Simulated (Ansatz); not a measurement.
Consider ZnO.

The calculation's input:

```
crystal:
  lattice:
    - [-3.2312782, 3.2312782, 2.6430731]
    - [3.2312782, -3.2312782, 2.6430731]
    - [3.2312782, 3.2312782, -2.6430731]
  atoms:
    - { symbol: Zn, position: [0.410444, 0.910444, 0.198398] }
    - { symbol: Zn, position: [0.712046, 0.212046, 0.801602] }
    - { symbol: Zn, position: [0.910444, 0.712046, 0.5] }
    - { symbol: Zn, position: [0.212046, 0.410444, 0.5] }
    - { symbol: O, position: [0.2886885, 0.0895835, 0.5] }
    - { symbol: O, position: [0.5895835, 0.7886885, 0.5] }
    - { symbol: O, position: [0.7886885, 0.2886885, 0.199105] }
    - { symbol: O, position: [0.0895835, 0.5895835, 0.800895] }
basis:
  ecutwfc: 420
kpoints:
  mp_grid: { grid: [8, 8, 8] }
hamiltonian:
  xc: pbe
scf:
  occupations: { method: gaussian, width: 0.02 }
output:
  forces: true
  stress: true
  eigenvalues: true
  write_density: true
  write_potential: true
  elf: true
  volumetric_format: npy
relax:
  adjacent_minimum: "off"
  f_tol: 0.01
  max_steps: 80
  cell: { stress_tol: 0.05 }
```

Run with:

```sh
ansatz run input.yaml --threads 4 --pin off --max-ram 8192MiB --backend cpu --events-out ev --progress --plain --runs-dir out
```

Below, planes, directions and counts refer to the conventional cell (a = 6.46 Å, b = 6.46 Å, c = 5.29 Å, α = 90.00°, β = 90.00°, γ = 90.00°).

The fields are those of the relaxed geometry.

Space group I4cm; a structure generated by program, which may or may not match a known phase.

Theory: DFT PBE, scalar-relativistic, plane waves, PAW in Ansatz 0.2.0.

What can the converged valence pseudo-density and electron localisation function tell about the bonding?

Zn–O (1.93 Å): the density is about 0.66 e/Å³ at the midpoint; the ELF peaks at about 0.85 in the valence shell of O, 0.6 Å from its nucleus, and is about 0.25 at the midpoint: no shared electron pair shows on this line.
Zn–O (2.00 Å): ρ at the midpoint is about 0.57 e/Å³; the ELF peaks at about 0.85 in the valence shell of O, 0.6 Å from its nucleus, and is about 0.25 at the midpoint: no localised pair shows between them.

Metal or insulator at this level of theory?

It is gapped, with a Kohn–Sham gap of 0.94 eV on the k-point mesh, an upper bound to the gap of this method.

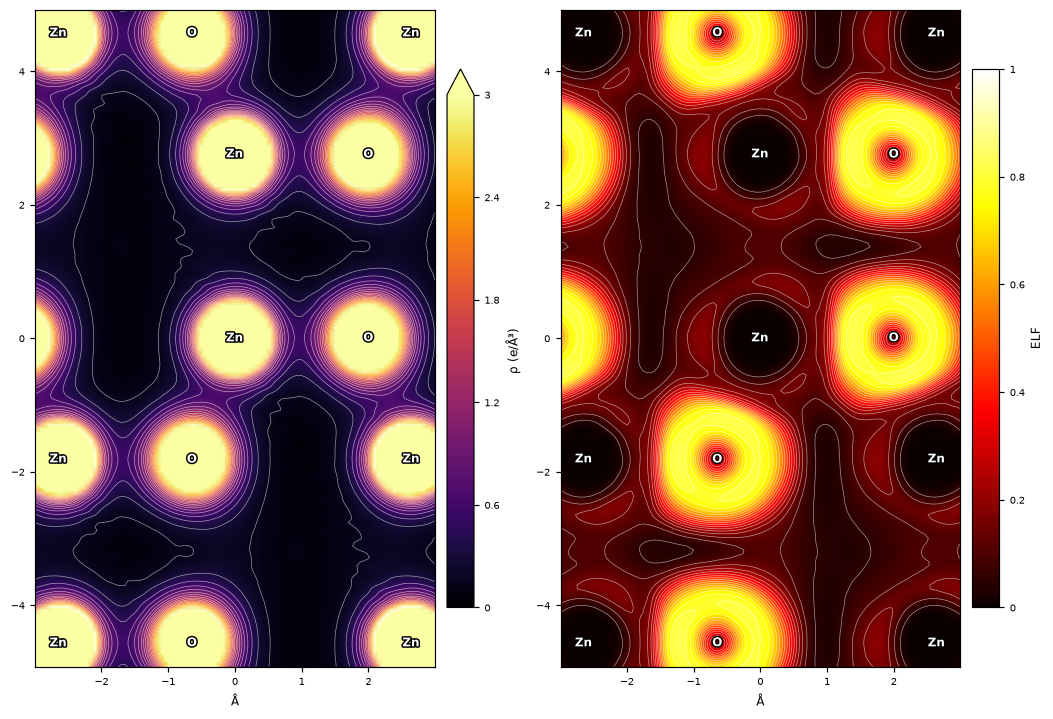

Computed valence pseudo-density and electron localisation function on the (11̄0) plane of the conventional cell, in this order. 

Core electrons are frozen (PAW), and the valence fields are smoothed inside the atomic spheres.
